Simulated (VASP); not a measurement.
# SiC: one change and its effect

System: SiC (F-43m, 2 atoms in the cell).
Method of run A: Kohn-Sham DFT of a periodic cell, LDA, VASP PAW LDA potentials, recommended, no spin polarisation (VASP 6.6.1).

The structure derives from a Materials Project entry. 

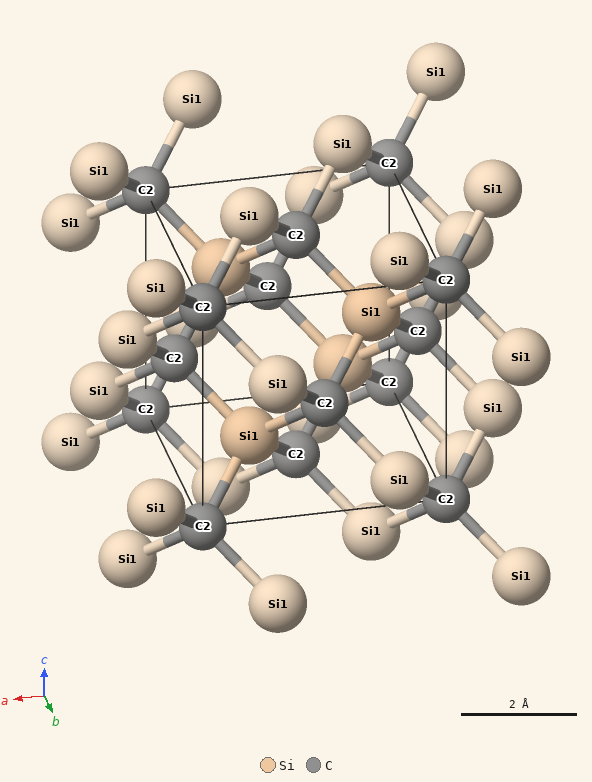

**Figure 1.** The structure as given in the input (ball-and-stick view of the cell 4 times as large as that of the calculation, set on its symmetry axes, seen at an oblique angle; neighbours outside the cell are drawn fainter; atoms are numbered from 1 in the order of the input).

### INCAR, run A
```
ALGO = Normal
EDIFF = 1E-7
EDIFFG = -0.005
ENCUT = 600
IBRION = 2
ISIF = 3
ISMEAR = 0
LASPH = T
LCHARG = F
LREAL = F
LWAVE = F
NELM = 80
NSW = 90
PREC = Accurate
SIGMA = 0.02
```

### KPOINTS, run A
```
k-points
0
Gamma
  10 10 10
```

### POSCAR, run A
```
SiC
1.0
    0.0000000000      2.1769966200      2.1769966200
    2.1769966200      0.0000000000      2.1769966200
    2.1769966200      2.1769966200      0.0000000000
Si C
1 1
Direct
    0.7500000000      0.7500000000      0.7500000000
    0.0000000000      0.0000000000      0.0000000000
```

Command:
```bash
cat potpaw_LDA.64/Si/POTCAR potpaw_LDA.64/C/POTCAR > POTCAR
mpirun -np 1 vasp_std > vasp.out
```

Hardware: 1 thread of AMD EPYC (Zen 3), 1656 GiB of memory available, shared host.

### OSZICAR and lines of OUTCAR (run A)
```
N       E                     dE             d eps       ncg     rms          rms(c)
DAV:   1     0.403363139798E+01    0.40336E+01   -0.45177E+03   752   0.102E+03
DAV:   2    -0.182971329373E+02   -0.22331E+02   -0.21085E+02  1192   0.107E+02
DAV:   3    -0.186818181768E+02   -0.38469E+00   -0.38469E+00   832   0.172E+01
DAV:   4    -0.186830426395E+02   -0.12245E-02   -0.12245E-02  1248   0.115E+00
DAV:   5    -0.186830429777E+02   -0.33818E-06   -0.33818E-06   824   0.156E-02    0.908E+00
DAV:   6    -0.167364631380E+02    0.19466E+01   -0.84711E+00   832   0.164E+01    0.398E+00
DAV:   7    -0.166619232396E+02    0.74540E-01   -0.33222E-01  1136   0.419E+00    0.177E+00
[...]
   2 F= -.16640620E+02 E0= -.16640620E+02  d E =0.680014E-03
       N       E                     dE             d eps       ncg     rms          rms(c)
DAV:   1    -0.166470444252E+02   -0.64243E-02   -0.84181E-02   784   0.250E+00    0.324E-01
DAV:   2    -0.166454757004E+02    0.15687E-02   -0.40471E-03   904   0.424E-01    0.162E-01
DAV:   3    -0.166451409838E+02    0.33472E-03   -0.51347E-04   968   0.161E-01    0.435E-02
DAV:   4    -0.166450846147E+02    0.56369E-04   -0.80762E-05   864   0.544E-02    0.157E-02
DAV:   5    -0.166450832324E+02    0.13823E-05   -0.18243E-06  1064   0.114E-02    0.104E-02
DAV:   6    -0.166450831222E+02    0.11021E-06   -0.89619E-08   680   0.276E-03    0.197E-03
DAV:   7    -0.166450830945E+02    0.27726E-07   -0.48013E-08   472   0.138E-03
   3 F= -.16645083E+02 E0= -.16645083E+02  d E =-.378299E-02
[... from OUTCAR:]
  free energy    TOTEN  =       -16.64508309 eV
  energy without entropy =      -16.64508309  energy(sigma->0) =      -16.64508309
 E-fermi :   8.4413     XC(G=0): -11.6373     alpha+bet :-16.9400
  free  energy   TOTEN  =       -16.6450830945 eV
  energy  without entropy=      -16.6450830945  energy(sigma->0) =      -16.64508309
```

For run B the input was changed thus:
```diff
+GGA = PE
```

Predict how the results change.

The total energies belong to different methods, so their difference says nothing on which is more stable or more accurate. The gap on the mesh goes from 1.29 to 1.37 eV. The volume per atom goes from 10.15 to 10.49 Å³. The SCF takes 30 iterations over all geometry steps against 28.

### OSZICAR and lines of OUTCAR (run B)
```
N       E                     dE             d eps       ncg     rms          rms(c)
DAV:   1     0.572781006947E+01    0.57278E+01   -0.45305E+03   752   0.103E+03
DAV:   2    -0.165446717380E+02   -0.22272E+02   -0.21047E+02  1192   0.107E+02
DAV:   3    -0.169187239035E+02   -0.37405E+00   -0.37405E+00   832   0.170E+01
DAV:   4    -0.169198097730E+02   -0.10859E-02   -0.10859E-02  1232   0.106E+00
DAV:   5    -0.169198100603E+02   -0.28733E-06   -0.28733E-06   824   0.142E-02    0.883E+00
DAV:   6    -0.151201488829E+02    0.17997E+01   -0.76118E+00   824   0.157E+01    0.388E+00
DAV:   7    -0.150652654212E+02    0.54883E-01   -0.34552E-01  1128   0.418E+00    0.177E+00
[...]
       N       E                     dE             d eps       ncg     rms          rms(c)
DAV:   1    -0.150636098248E+02   -0.59320E-02   -0.83868E-02   800   0.253E+00    0.318E-01
DAV:   2    -0.150621856351E+02    0.14242E-02   -0.37038E-03   928   0.400E-01    0.156E-01
DAV:   3    -0.150618905438E+02    0.29509E-03   -0.47583E-04   944   0.155E-01    0.412E-02
DAV:   4    -0.150618412937E+02    0.49250E-04   -0.74203E-05   848   0.526E-02    0.195E-02
DAV:   5    -0.150618414374E+02   -0.14367E-06   -0.20875E-06  1032   0.117E-02    0.106E-02
DAV:   6    -0.150618420034E+02   -0.56601E-06   -0.20210E-07   832   0.373E-03    0.165E-03
DAV:   7    -0.150618418414E+02    0.16197E-06   -0.26698E-08   440   0.111E-03    0.336E-04
DAV:   8    -0.150618417798E+02    0.61667E-07   -0.24916E-09   408   0.467E-04
   3 F= -.15061842E+02 E0= -.15061842E+02  d E =-.397459E-02
[... from OUTCAR:]
  free energy    TOTEN  =       -15.06184178 eV
  energy without entropy =      -15.06184178  energy(sigma->0) =      -15.06184178
 E-fermi :   8.1062     XC(G=0): -11.2946     alpha+bet :-16.2047
  free  energy   TOTEN  =       -15.0618417798 eV
  energy  without entropy=      -15.0618417798  energy(sigma->0) =      -15.06184178
```

### The two runs side by side

```csv
quantity,run A,run B
outcome,converged,converged
free energy per atom (eV),−8.3225,−7.5309
gap on the mesh (eV),1.29,1.37
pressure (GPa),−0.01,0.00
volume per atom (Å³),10.15,10.49
largest force (eV/Å),0.000,0.000
SCF iterations,28,30
irreducible k-points,47,47
```
